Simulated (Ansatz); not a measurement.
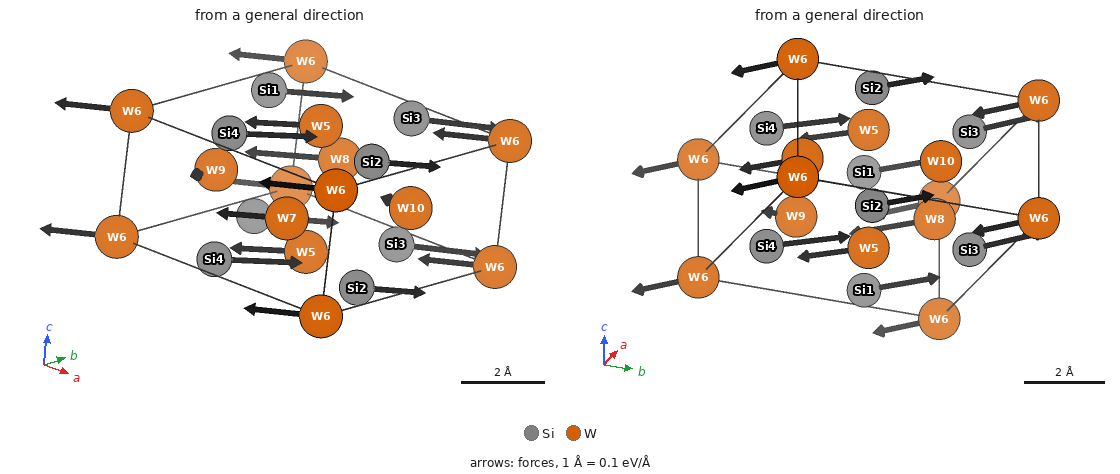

An orthographic spheres-only view of the structure, from two general directions. Atoms at the boundary of the simulation cell (the box) are drawn once for each face, edge or corner they touch. The arrows are the computed forces on the atoms.

System: Si$_{2}$W$_{3}$. Method: DFT PBEsol, scalar-relativistic, plane waves, PAW in Ansatz; a cutoff energy of 420 eV, k-points on a 6×6×12 grid, Gaussian smearing of 0.15 eV, no spin polarisation.

Is this an equilibrium geometry?

No. The atoms still feel forces of up to about 0.19 eV/Å, above a usual threshold of 0.01 to 0.03 eV/Å.

Starting structure: a structure listed in the Materials Project. The cell was then strained or its atoms displaced on purpose. It was run through Ansatz as a DFT input.
